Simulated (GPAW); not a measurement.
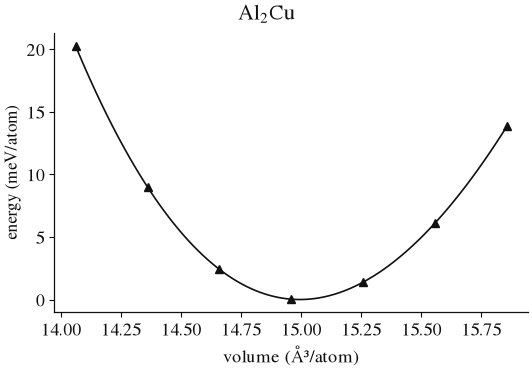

The figure shows the energy against volume for Al₂Cu, space group I4/mcm (No. 140).

The given structure:
```xyz
6
Lattice="-3.0335 3.0335 2.4385 3.0335 -3.0335 2.4385 3.0335 3.0335 -2.4385" Properties=species:S:1:pos:R:3 pbc="T T T"
Cu    0.0000    0.0000    1.2192
Cu    0.0000    0.0000    3.6578
Al    0.9592    2.0743    0.0000
Al   -0.9592    2.0743    2.4385
Al    2.0743    0.9592    2.4385
Al    3.9927    0.9592    0.0000
```

How it was computed, with GPAW 26.7.0: PAW DFT in plane waves, on a grid or in atomic orbitals, no spin polarisation; energies at scaled volumes of the given cell, shape and fractions fixed, counted from the fit's minimum, third-order Birch-Murnaghan fit. Level: PBE.

- k mesh: 6×6×6
- occupations: Fermi–Dirac
- smearing width: 0.05 eV
- potentials: GPAW PAW data sets (gpaw data 1.2.1)
- wave cutoff: 600 eV
- program settings: basis pw

From this curve and the settings, what does the calculation give for the pressure at the same points?

The pressure falls from 7.32 GPa at volume 14.06 Å³/atom to −4.93 GPa at 15.86 Å³/atom, and changes sign near 14.99 Å³/atom.

```
volume (Å³/atom)  pressure (GPa)
           14.06            7.32
           14.36            4.67
           14.66            2.30
           14.96            0.17
           15.26           -1.73
           15.56           -3.42
           15.86           -4.93
```

Caveats: shape and atomic fractions are frozen while scaling, which makes layered, chain and framework solids too stiff.
